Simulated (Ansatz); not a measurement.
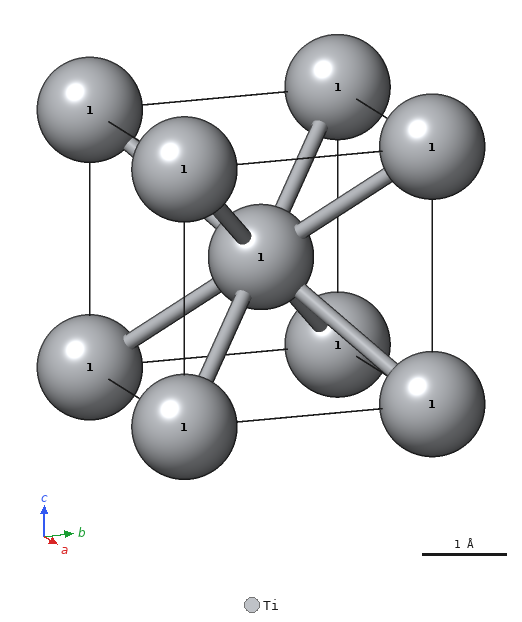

**Figure 1.** The starting structure (ball-and-stick view of the cell 2 times as large as that of the calculation, set on its symmetry axes, seen slightly off an axis; atoms are numbered from 1 in the order of the input).

## Geometry relaxation, with input and output: Ti

System: Ti (Im-3m, 1 atom in the cell).
Method: DFT LDA, scalar-relativistic, plane waves, PAW, no spin polarisation (Ansatz 0.2.0).

The structure derives from an entry of the Crystallography Open Database. Figures and captions count atoms from 1; the log counts them from 0 in places.

Output:
```
Engine: ansatz 0.2.0, x86_64-unknown-linux-gnu
Pseudopotentials: kind: paw
Pseudopotential: Ti, paw, valence charge 12, recommended cutoff 420 eV (normal), Ti.paw.azcp
Functional definition: SPW92
  exchange = slater_x
  correlation = pw_c
Crystal: 1 atoms, lattice volume = 15.900 Å³
Basis set: ecut = 420 eV, 321 PW (Γ)
Bands: 10, of which v1, the nominal top of the filled ones, is band 6 counted from 1 (5 counted from 0)
Symmetry: 48 space group operations
Space group: Im-3m (ITA 229), of the structure as read, at distance tolerance 2.5e-5 Å
k-points: 195 of 5832
Non-local potential: Ti, projectors of the file, l = 0: 3, l = 1: 2, l = 2: 3, l = 3: 1
PAW form: soft (Blöchl's): semilocal exchange-correlation on the pseudo side does not see the compensation charge
PAW frozen core: Ti, regenerated for the run's functional, and the local potential with it (the file was generated under x = pbe(κ = 0.804, μ = 0.2195149727645171), c = pbe(β = 0.06672455060314922))
PAW one-centre angular grid: Ti, 590 points (default); XC on 64 Gauss nodes
Initial density: superposition of atomic densities (neutral atoms: chi_scale 0, normalization atom), corrected by the library's trained network
Initial wavefunctions: pseudopotential atomic-orbital guess
Functional: x = slater, c = lda
SCF iter   1: F=—  HF=-2450.217364 eV  |F-HF|=—  |Δ(HF+E_count)|=         —  Δρ=5.70e-3  dr2=2.46e-3  ethr=1.77e-3  ⟨swp⟩=4.6  Hψ=10421  notcnv=0
preconditioner: auto → none  [metal: Δε(μ)=0.003 eV  Ē_g=4.482 eV  σ=0.100 eV  W_gap=0.02  n_scr=0 (ndim 8)  ℏωp=18.6 eV  f_vac=0.000  D(μ)=2.15/eV (n_scr^D=42)]
SCF iter   2: F=—  HF=-2450.216967 eV  |F-HF|=—  |Δ(HF+E_count)|=   3.96e-4  Δρ=2.67e-3  dr2=5.25e-4  ethr=2.05e-5  ⟨swp⟩=1.0  Hψ=3510  notcnv=0
SCF iter   3: F=—  HF=-2450.216950 eV  |F-HF|=—  |Δ(HF+E_count)|=   1.70e-5  Δρ=1.12e-4  dr2=8.69e-7  ethr=4.38e-6  ⟨swp⟩=1.0  Hψ=1930  notcnv=0
SCF iter   4: F=—  HF=-2450.216949 eV  |F-HF|=—  |Δ(HF+E_count)|=   1.06e-6  Δρ=7.49e-5  dr2=8.47e-7  ethr=7.24e-9  ⟨swp⟩=2.0  Hψ=3134  notcnv=0
iter 5 did not close the SCF: its close was put off for the readings that it lacked (scf_convergence_deferred on its scf_iter line)
SCF iter   5: F=-2450.216949 eV  HF=-2450.216949 eV  |F-HF|=7.44e-9  |Δ(HF+E_count)|=   2.95e-7  Δρ=8.58e-6  dr2=1.12e-8  ethr=7.05e-9  ⟨swp⟩=2.8  Hψ=3130  notcnv=0
SCF iter   6: F=-2450.216949 eV  HF=-2450.216949 eV  |F-HF|=1.14e-11  |Δ(HF+E_count)|=   3.12e-9  Δρ=6.09e-7  dr2=1.24e-11  ethr=9.32e-11  ⟨swp⟩=2.2  Hψ=6160  notcnv=0
SCF 1 converged in 6 iterations: F = -2450.216949 eV  dr2 = 1.24e-11
  greatest PAW one-centre occupation: 0.999 electrons in one spin orbital (limit 2), on the Ti atom at site 0 (counted from 0), in its partial waves of l = 0
relax step   1: F+E_penalty+E_count = -2450.21694911 eV  Δ(F+E_penalty+E_count) = +0.000e0 eV  max|allowed force component| = 0.000e0 eV/Å  Δτ_max = 0.0000 Å  P = -0.341 GPa  Ω = 15.900 Å³  (6 SCF iters, dr2 threshold 1.00e-7 eV, accepted)
Crystal: 1 atoms, lattice volume = 15.836 Å³
Initial density: handed on by an earlier stage of this run
Initial wavefunctions: those handed on with the density
iter 1 solved again at ethr=5.55e-9 eV; its pass at ethr=3.10e-3 eV (dr2=6.67e-7 eV) is discarded
SCF iter   1: F=—  HF=-2450.217003 eV  |F-HF|=—  |Δ(HF+E_count)|=         —  Δρ=8.66e-5  dr2=1.08e-6  ethr=5.55e-9  ⟨swp⟩=2.0  Hψ=13187  notcnv=0
preconditioner: auto → none  [metal: Δε(μ)=0.005 eV  Ē_g=4.503 eV  σ=0.100 eV  W_gap=0.03  n_scr=0 (ndim 8)  ℏωp=18.7 eV  f_vac=0.000  D(μ)=2.14/eV (n_scr^D=42)]
SCF iter   2: F=—  HF=-2450.217004 eV  |F-HF|=—  |Δ(HF+E_count)|=   5.53e-7  Δρ=5.34e-5  dr2=2.15e-7  ethr=5.55e-9  ⟨swp⟩=2.1  Hψ=3162  notcnv=0
SCF iter   3: F=-2450.217004 eV  HF=-2450.217004 eV  |F-HF|=8.82e-8  |Δ(HF+E_count)|=   2.45e-7  Δρ=1.30e-5  dr2=7.61e-9  ethr=8.33e-10  ⟨swp⟩=4.8  Hψ=8526  notcnv=0
SCF 2 converged in 3 iterations: F = -2450.217004 eV  dr2 = 7.61e-9
relax step   2: F+E_penalty+E_count = -2450.21700414 eV  Δ(F+E_penalty+E_count) = -5.503e-5 eV  max|allowed force component| = 0.000e0 eV/Å  Δτ_max = 0.0000 Å  P = +0.148 GPa  Ω = 15.836 Å³  energy of the carried Pulay correction = +1.542e-5 eV  (3 SCF iters, dr2 threshold 1.00e-7 eV, accepted)
Crystal: 1 atoms, lattice volume = 15.855 Å³
iter 1 solved again at ethr=2.51e-10 eV; its pass at ethr=3.10e-3 eV (dr2=3.01e-8 eV) is discarded
SCF iter   1: F=—  HF=-2450.217008 eV  |F-HF|=—  |Δ(HF+E_count)|=         —  Δρ=1.96e-5  dr2=6.65e-8  ethr=2.51e-10  ⟨swp⟩=2.0  Hψ=12733  notcnv=0
preconditioner: auto → none  [metal: Δε(μ)=0.004 eV  Ē_g=4.497 eV  σ=0.100 eV  W_gap=0.02  n_scr=0 (ndim 8)  ℏωp=18.7 eV  f_vac=0.000  D(μ)=2.14/eV (n_scr^D=42)]
SCF iter   2: F=-2450.217008 eV  HF=-2450.217008 eV  |F-HF|=4.57e-9  |Δ(HF+E_count)|=   2.03e-8  Δρ=7.23e-6  dr2=4.29e-9  ethr=2.51e-10  ⟨swp⟩=2.0  Hψ=6211  notcnv=0
SCF 3 converged in 2 iterations: F = -2450.217008 eV  dr2 = 4.29e-9
relax step   3: F+E_penalty+E_count = -2450.21700835 eV  Δ(F+E_penalty+E_count) = -4.209e-6 eV  max|allowed force component| = 0.000e0 eV/Å  Δτ_max = 0.0000 Å  P = -0.001 GPa  Ω = 15.855 Å³  energy of the carried Pulay correction = +1.075e-5 eV  (2 SCF iters, dr2 threshold 5.51e-8 eV, accepted)
Initial wavefunctions: pseudopotential atomic-orbital guess (no wavefunctions were taken with the density)
iter 1 solved again at ethr=5.63e-9 eV; its pass at ethr=3.10e-3 eV (dr2=6.76e-7 eV) is discarded
SCF iter   1: F=—  HF=-2450.216998 eV  |F-HF|=—  |Δ(HF+E_count)|=         —  Δρ=7.68e-6  dr2=3.98e-9  ethr=5.63e-9  ⟨swp⟩=3.2  Hψ=15816  notcnv=0
SCF iter   2: F=—  HF=-2450.216998 eV  |F-HF|=—  |Δ(HF+E_count)|=   4.52e-9  Δρ=2.92e-6  dr2=1.10e-9  ethr=3.32e-11  ⟨swp⟩=2.0  Hψ=3145  notcnv=0
SCF iter   3: F=—  HF=-2450.216998 eV  |F-HF|=—  |Δ(HF+E_count)|=  4.75e-10  Δρ=1.02e-6  dr2=2.71e-11  ethr=9.20e-12  ⟨swp⟩=1.9  Hψ=2299  notcnv=0
SCF iter   4: F=—  HF=-2450.216998 eV  |F-HF|=—  |Δ(HF+E_count)|=  8.73e-11  Δρ=3.39e-7  dr2=2.59e-12  ethr=1.00e-12  ⟨swp⟩=4.5  Hψ=6481  notcnv=0
SCF iter   5: F=-2450.216998 eV  HF=-2450.216998 eV  |F-HF|=0.00e0  |Δ(HF+E_count)|=  9.55e-12  Δρ=5.40e-8  dr2=6.36e-14  ethr=1.00e-12  ⟨swp⟩=4.1  Hψ=6306  notcnv=0
SCF 4 converged in 5 iterations: F = -2450.216998 eV  dr2 = 6.36e-14
relax step   4: F+E_penalty+E_count = -2450.21699773 eV  Δ(F+E_penalty+E_count) = +1.062e-5 eV  max|allowed force component| = 0.000e0 eV/Å  Δτ_max = 0.0000 Å  P = -0.004 GPa  Ω = 15.855 Å³  stress off target by 3.51e-3 GPa  SCF on the basis re-selected at this cell (its energy is not comparable with the rows above)  (5 SCF iters)
```

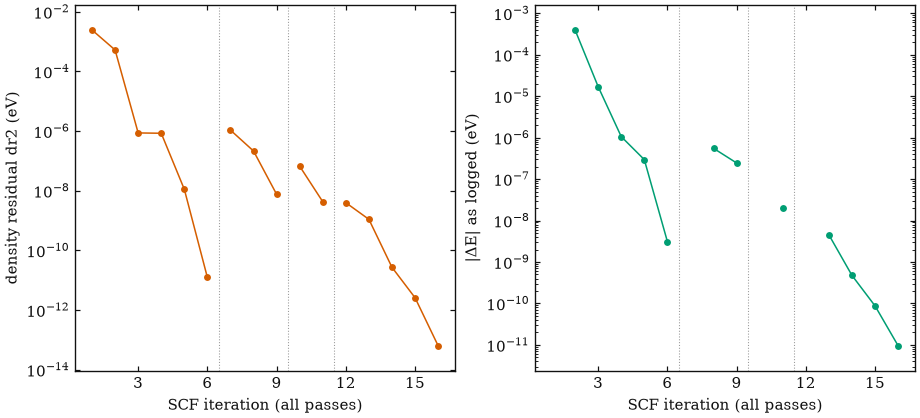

**Figure 2.** Convergence of the self-consistent field: density residual dr2 and size of the energy change against the SCF iteration. The dotted lines part the SCF passes of the relaxation: geometry steps, rejected trials and re-solves on a re-selected basis. The passes take 6, 3, 2 and 5 iterations.

```
basis re-selected at this cell: Δ(F+E_penalty+E_count) = +1.062e-5 eV, ΔP = -0.002 GPa vs the last step (what re-selecting the basis moved, of the pressure what is left beyond the Pulay correction that the steps carried, after the strain that the cell walked since its last selection, with what the two solves' SCF thresholds leave and, on support functions, any second-order correction that the steps lacked; it is no measure of the basis error at this ecutwfc). This SCF's stress stands 3.51e-3 GPa from its target on what of the cell is left free (relax.cell.stress_tol is 5.00e-2 GPa) and its largest allowed force component is 0.00e0 eV/Å (relax.f_tol is 5.00e-3 eV/Å): within both
SCF converged after 5 iterations
Free energy (F): -2450.216998 eV
Harris-Foulkes:  -2450.216998 eV  (|F-HF|=0.00e0)
Internal energy: -2450.206278 eV  (E = F + TS)
E sigma→0 (E₀):  -2450.211638 eV
Entropy (-TS):   -0.010720 eV (-10.720 meV/atom)
Fermi energy:    14.276250 eV
--- Per-component energies (eV) ---
  E_band       = -138.708903
  E_kinetic    = 274.911722
  E_local      = -767.247536  (includes V_loc(G=0)·N_el)
  E_nonlocal   = 12.707322
  E_hartree    = 318.007481
  E_xc         = -97.261881
  E_vxc        = -122.431011  (∫ρ·V_xc dr)
  E_paw        = -999.599127  (= ΣΔE_a)
  E_vpaw       = -172.664462  (= ΣTr[D̂ρ^β])
  E_aug_tail   = 0.000099  (compensation charges beyond the density's cutoff)
  E_ewald      = -1192.050308
  E_core_change = 0.325950  (= ΣΔE_core)
  E_smearing   = -0.010720  (= −TS)
  E_closure    = 0.000000  (closes the sum)
  Σ components = -2450.216998   (vs F -2450.216998, Δ=0.00e0)
--- Forces (eV/Å), atoms counted from 1 ---
  atom   1  Ti    -0.00000000    -0.00000000     0.00000000
  max |Σ_I F_I| component: 6.57e-32 eV/Å
--- Stress (GPa, compression-positive) ---
       -0.003507       0.000000      -0.000000
        0.000000      -0.003507      -0.000000
       -0.000000       0.000000      -0.003507
  P = ⅓ Tr σ = -0.0035 GPa (-0.035 kbar)
--- Band table (eV; the first three rows and the last of 195) ---
  k-point 0: bands = ["-41.4664", "-17.5032", "-17.5032", "-17.5032", "8.2552", "15.3097", "15.3097", "15.3097", "17.2992", "17.2992"]
  k-point 1: bands = ["-41.4605", "-17.5328", "-17.5121", "-17.5035", "8.3708", "15.2542", "15.2956", "15.3975", "17.2318", "17.3023"]
  k-point 2: bands = ["-41.4433", "-17.6172", "-17.5375", "-17.5042", "8.7080", "15.0981", "15.2331", "15.6560", "17.0785", "17.3140"]
  k-point 194: bands = ["-41.1293", "-18.1320", "-18.1320", "-18.1320", "11.8473", "11.8473", "18.6672", "18.6672", "18.6672", "23.4353"]
--- Relaxed structure (3 steps of the walk, 3 accepted, 1 SCFs on fresh bases) ---
  F+E_penalty+E_count = -2450.21699773 eV   max|allowed force component| = 0.000e0 eV/Å   (the final SCF, on the basis selected at the relaxed cell)
  cell:  # Å, volume = 15.8551 Å³
    - [-1.5825944270391197, 1.5825944270391197, 1.5825944270391197]
    - [1.5825944270391197, -1.5825944270391197, 1.5825944270391197]
    - [1.5825944270391197, 1.5825944270391197, -1.5825944270391197]
  atoms:
    - { symbol: Ti, position: [0.0, 0.0, 0.0] }
```

Trajectory as extended XYZ (Å, eV, eV/Å), 4 frames, from step=1 to step=4:
```
1
Lattice="-1.5841 1.5841 1.5841 1.5841 -1.5841 1.5841 1.5841 1.5841 -1.5841" Properties=species:S:1:pos:R:3:forces:R:3 step=1 energy=-2450.21695 pressure_GPa=-0.34
Ti    0.0000    0.0000    0.0000    0.0000   0.0000   0.0000
1
Lattice="-1.5819 1.5819 1.5819 1.5819 -1.5819 1.5819 1.5819 1.5819 -1.5819" Properties=species:S:1:pos:R:3:forces:R:3 step=2 energy=-2450.21700 pressure_GPa=0.15
Ti    0.0000    0.0000    0.0000    0.0000   0.0000   0.0000
1
Lattice="-1.5826 1.5826 1.5826 1.5826 -1.5826 1.5826 1.5826 1.5826 -1.5826" Properties=species:S:1:pos:R:3:forces:R:3 step=3 energy=-2450.21701 pressure_GPa=-0.00
Ti    0.0000    0.0000    0.0000    0.0000   0.0000   0.0000
1
Lattice="-1.5826 1.5826 1.5826 1.5826 -1.5826 1.5826 1.5826 1.5826 -1.5826" Properties=species:S:1:pos:R:3:forces:R:3 step=4 energy=-2450.21700 pressure_GPa=-0.00
Ti    0.0000    0.0000    0.0000    0.0000   0.0000   0.0000
```

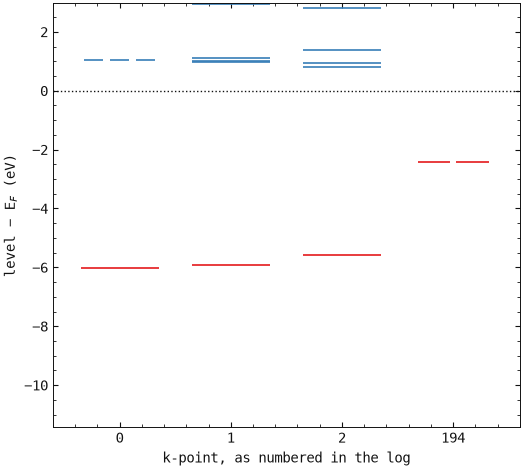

**Figure 3.** Kohn–Sham levels near the Fermi level (dotted) at the few k-points that the log prints; levels within 0.02 eV of each other stand side by side. The system is metallic on the full mesh.

This output came from the following input.

Input file:
```yaml
crystal:
  lattice:
    - [-1.5840978701, 1.5840978701, 1.5840978701]
    - [1.5840978701, -1.5840978701, 1.5840978701]
    - [1.5840978701, 1.5840978701, -1.5840978701]
  atoms:
    - { symbol: Ti, position: [0.0, 0.0, 0.0] }
basis:
  ecutwfc: 420
kpoints:
  mp_grid: { grid: [18, 18, 18] }
hamiltonian:
  xc: lda
scf:
  occupations: { method: gaussian, width: 0.1 }
output:
  forces: true
  stress: true
  eigenvalues: true
relax:
  adjacent_minimum: "off"
  f_tol: 0.005
  max_steps: 80
  cell: { stress_tol: 0.05 }
```

Run as:
```bash
ansatz run input.yaml --threads 1 --pin off --max-ram 3072MiB --backend cpu --events-out ev --progress --plain --runs-dir out
```

Key numbers:

```tsv
quantity	value
outcome	converged
space group (tolerance 0.01 Å)	Im-3m (229)
electrons treated	12
free energy	−2450.2170 eV
Fermi energy	14.276 eV
gap on the k-point mesh	none (metallic)
pressure	0.00 GPa
final volume	15.86 Å³
largest force (length of the vector) at the end	under 0.001 eV/Å
final cell	a = 2.741 Å, b = 2.741 Å, c = 2.741 Å, α = 109.47°, β = 109.47°, γ = 109.47°
hardware	1 thread of Intel Xeon @ 2.90GHz (Ice Lake), 64 GiB of memory available, shared host
wall time	11 s
peak memory	0.35 GiB
```
